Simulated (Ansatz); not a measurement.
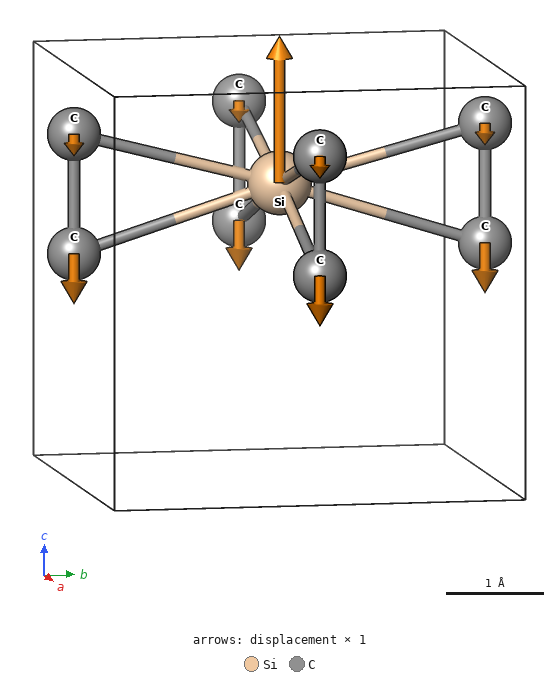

This is a relaxation of crystalline SiC4 (a generated structure, set up in P4mm) (coarse preliminary run). The starting structure is drawn; orange arrows show the displacements (the part carried along by the change of the cell is left out), at their true length.

The picture is a ball-and-stick view of the cell of the calculation, seen slightly off an axis.

All numbers below come from Ansatz, DFT PBE, scalar-relativistic, plane waves, PAW.

Input file:
```yaml
crystal:
  lattice:
    - [4.338968, 0.0, 0.0]
    - [0.0, 4.338968, 0.0]
    - [0.0, 0.0, 4.32650111]
  atoms:
    - { symbol: Si, position: [0.5, 0.5, 0.71234733] }
    - { symbol: C, position: [0.0, 0.5, 0.84334201] }
    - { symbol: C, position: [0.5, 0.0, 0.84334201] }
    - { symbol: C, position: [0.0, 0.5, 0.55441116] }
    - { symbol: C, position: [0.5, 0.0, 0.55441116] }
basis:
  ecutwfc: 420
kpoints:
  mp_grid: { grid: [4, 4, 4] }
hamiltonian:
  xc: pbe
scf:
  occupations: { method: gaussian, width: 0.1 }
  lower_state_search: "off"
output:
  forces: true
  stress: true
  eigenvalues: true
relax:
  adjacent_minimum: "off"
  f_tol: 0.04
  max_steps: 70
  cell: { stress_tol: 0.4 }
```

Launched with:
```bash
ansatz run input.yaml --threads 1 --pin off --max-ram 2560MiB --backend cpu --events-out ev --progress --plain --runs-dir out
```

### What happened in the run?

The atom that moves furthest relative to the cell is Si1 (1.54 Å along +c). By element the largest moves are Si 1.54 Å, C 0.53 Å. Cell: a = b 4.339 → 3.114 Å (−28.2 %), c 4.327 → 3.969 Å (−8.3 %). Volume −52.7 %. Near-neighbour distances that change, for instance: Si1–C4 4.240 → 2.005 Å, Si1–C4 (another image) 2.275 → 3.123 Å, Si1–C2 2.242 → 2.005 Å, C2–C4 1.250 → 1.444 Å. Among the angles between lasting bonds that change: Si1–C3–C5 75.4° → 129.0°, C2–Si1–C2 150.7° → 101.9°, Si1–C3–Si1 150.7° → 101.9°. The space group (tolerance 0.01 Å) goes from P4mm (No. 99) to P4/mmm (No. 123). Over 27 accepted moves (33 points after the start) the energy falls by 682 meV per atom. Largest force component: 1.7 eV/Å at the start, 0.03 eV/Å at the end. Pressure: −4.28 GPa at the start and −0.14 GPa at the end. The line search rejected the trial steps at points 3, 21, 27, 31 of the run. The SCF was repeated twice at an unchanged geometry on a basis and grid sized afresh for the cell, which shifted the energy by 2.4 meV per atom at most. Cost: 90 s on 1 thread of Arm Neoverse V1, with other jobs on the host, peak memory 0.31 GiB.
